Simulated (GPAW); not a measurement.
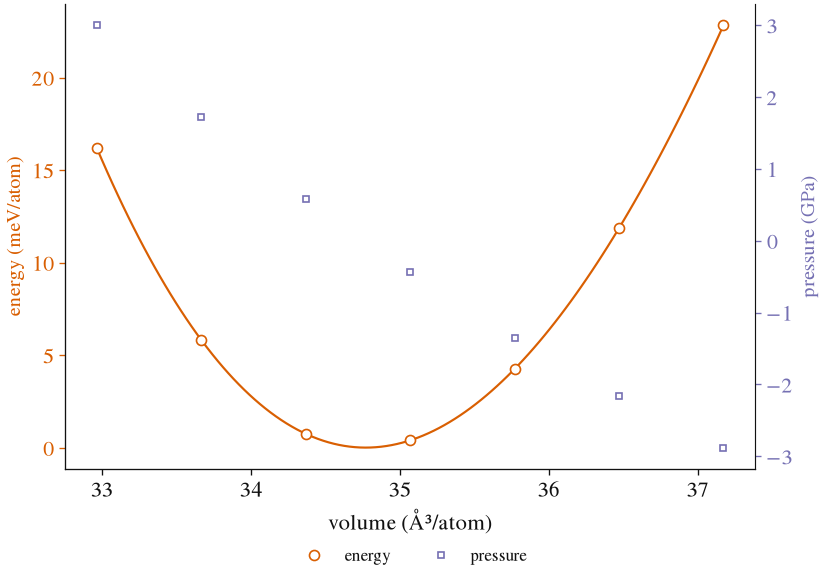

The figure shows the energy and pressure against volume for Bi, space group R-3m (No. 166).

Cell as given: a = 4.729 Å, b = 4.729 Å, c = 4.729 Å, α = 57.30°, β = 57.30°, γ = 57.30°; 2 atoms.

Method: PAW DFT in plane waves, on a grid or in atomic orbitals, no spin polarisation; energies at scaled volumes of the given cell, shape and fractions fixed, counted from the fit's minimum, third-order Birch-Murnaghan fit (GPAW 26.7.0). Level: PBEsol.

k mesh 7×7×7; occupations Fermi–Dirac; smearing width 0.05 eV; potentials PAW data sets made by gpaw setup for the functional; wave cutoff 600 eV; program settings basis pw.

Tabulate the plotted points.

| volume (Å³/atom) | energy (meV/atom) | pressure (GPa) |
| --- | --- | --- |
| 32.97 | 16.21 | 3.00 |
| 33.67 | 5.83 | 1.72 |
| 34.37 | 0.75 | 0.58 |
| 35.07 | 0.39 | −0.44 |
| 35.77 | 4.24 | −1.35 |
| 36.47 | 11.87 | −2.16 |
| 37.17 | 22.83 | −2.88 |

Caveats: spin-orbit coupling left out, heavy elements; shape and atomic fractions are frozen while scaling, which makes layered, chain and framework solids too stiff.
